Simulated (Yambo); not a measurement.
System: rocksalt PbSe, space group Fm-3m (No. 225), 2 atoms in the primitive cell; cubic a = 6.121 Å. Starting point: PBE, PseudoDojo 0.4 SR PBE stringent, no spin polarisation, no spin-orbit coupling, 4×4×4 k mesh, 1415 eV cutoff, fixed occupations (Yambo 5.3.0). Many-body step: HF with cutoff of exchange and Vxc 104 Ry.

In PBE the smallest gap over these k points is 0.30 eV, with direct gaps of 0.30 eV at L and 6.59 eV at Γ.

What does HF give?

Answer. Over the k points that were corrected, the smallest gap goes from 0.30 eV in PBE (direct at L) to 4.36 eV in HF (direct at L), a change of +4.06 eV. Counted from the valence top, the lowest empty level moves by +4.06 eV at L and +5.75 eV at Γ: a spread of 1.69 eV on a mean of 4.91 eV, so one scissor shift doesn't describe this level. Only two empty levels a point were corrected, so a higher one could drop under them. The top filled level also moves against the valence top, by −1.55 eV at Γ.

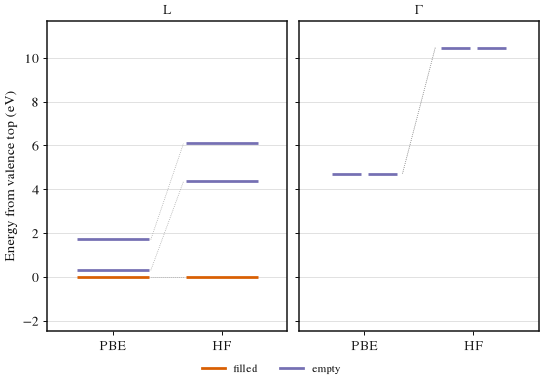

Levels at L and Γ in PBE and in HF, each set counted from its own valence top. Only the states that were corrected are drawn, so degenerate partners can be missing.

| k point | PBE direct gap (eV) | HF direct gap (eV) |
| --- | --- | --- |
| L | 0.30 | 4.36 |
| Γ | 6.59 | 13.89 |

Hartree-Fock has no screening and overstates gaps by far. The k mesh is coarse (spacing up to 0.44 Å⁻¹), so the values aren't converged. Spin-orbit coupling is left out, which matters for Pb and Se.
